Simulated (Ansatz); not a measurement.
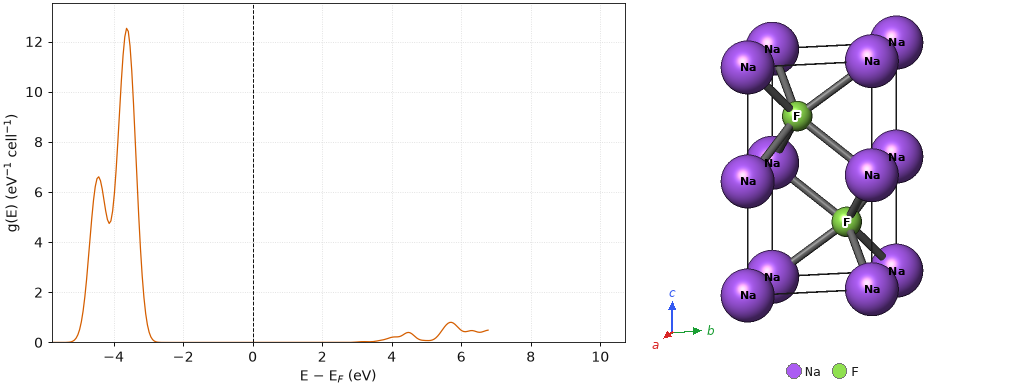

Density of states, beside the structure. Energies are counted from the Fermi level, put mid-gap where there is a gap. The curve is built from the levels of the k mesh with Gaussians 0.4 eV wide, which also blur the band edges.

Input of the run:

```
crystal:
  lattice:
    - [3.1775543043, 0.0, 0.0]
    - [-1.5887771521, 2.7518427494, 0.0]
    - [0.0, 0.0, 5.5676310051]
  atoms:
    - { symbol: Na, position: [0.0, 0.0, 0.0] }
    - { symbol: Na, position: [0.0, 0.0, 0.5] }
    - { symbol: F, position: [0.3333333333, 0.6666666667, 0.25] }
    - { symbol: F, position: [0.6666666667, 0.3333333333, 0.75] }
kpoints:
  mp_grid: { grid: [6, 6, 4] }
hamiltonian:
  xc: pbe
scf:
  occupations: { method: fixed }
  n_extra_bands: 5
output:
  forces: true
  stress: true
  eigenvalues: true
```

Run as:
```bash
ansatz run input.yaml --threads 4 --pin off --max-ram 3686MiB --backend cpu --events-out ev --progress --plain --runs-dir out
```

**Is there a gap at the Fermi level, and how wide?**

There is a gap; over the k points computed it is 6.36 eV (direct among those points).

**How wide is the upper valence band?**

The upper group of valence states starts about 1.7 eV under the valence-band top (which lies at −3.2 eV on this axis), with a gap beneath it; it holds about 12 electrons a cell.
